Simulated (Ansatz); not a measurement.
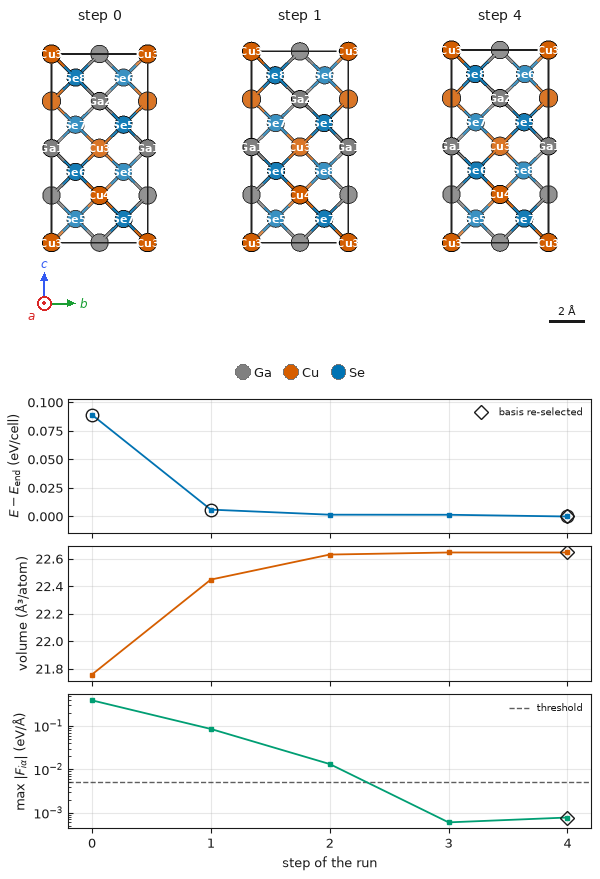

Frames of a relaxation of solid GaCuSe2 (built on the measured structure type), marked on the history of the run. Style: ball-and-stick. Shown: the conventional cell (2 times the calculation's cell), along the a axis. Lengths and directions refer to the drawn axes.

Level of theory: DFT, PBE, plane waves, PAW in Ansatz. Set-up: plane-wave cutoff 420 eV; k-point mesh 6 × 6 × 6; occupations fermi dirac; smearing width 0.02 eV; no spin polarisation; cell and atoms relaxed; force threshold 0.005 eV/Å.

What happens along the run?

Answer. The largest moves relative to the cell, 0.039 Å, are those of Se5, Se6, Se7 and Se8. Se5 goes along −a. Ga and Cu stay in place. Cell: a = b 5.619 → 5.673 Å (+1.0 %), c 11.026 → 11.260 Å (+2.1 %). Volume +4.1 %. Among the contacts that change: Ga1–Se5 2.416 → 2.471 Å, Cu3–Se5 2.420 → 2.430 Å. The space group stays I-42d (No. 122). Over 3 accepted moves (4 points after the start) the energy falls by 89.2 meV per cell of the calculation. The largest force component goes from 0.39 to 0.00078 eV/Å. The pressure goes from 2.84 to −0.01 GPa. The SCF was repeated once at an unchanged geometry on a basis and grid sized afresh for the cell, which shifted the energy by 1.5 meV per cell of the calculation at most. The run took 63 s on 2 threads of AMD EPYC 7R13 Processor (Zen 3), with other jobs on the host, peak memory 0.91 GiB. From step 0 to 1: Se atoms move most (0.03 Å), volume +3.2 %, energy −83.1 meV per cell of the calculation. From step 1 to 4: volume +0.9 %, energy −6.0 meV per cell of the calculation.

```json
{"step": "0", "E − E(0), meV/atom": "0.00", "largest force component, eV/Å": "0.3905", "pressure, GPa": "2.84", "volume, Å³/atom": "21.759", "note": ""}
{"step": "1", "E − E(0), meV/atom": "-10.39", "largest force component, eV/Å": "0.0855", "pressure, GPa": "0.56", "volume, Å³/atom": "22.449", "note": ""}
{"step": "2", "E − E(0), meV/atom": "-10.95", "largest force component, eV/Å": "0.0133", "pressure, GPa": "0.05", "volume, Å³/atom": "22.631", "note": ""}
{"step": "3", "E − E(0), meV/atom": "-10.96", "largest force component, eV/Å": "0.0006", "pressure, GPa": "0.00", "volume, Å³/atom": "22.646", "note": ""}
{"step": "4", "E − E(0), meV/atom": "-11.15", "largest force component, eV/Å": "0.0008", "pressure, GPa": "-0.01", "volume, Å³/atom": "22.646", "note": "same geometry, new basis"}
```
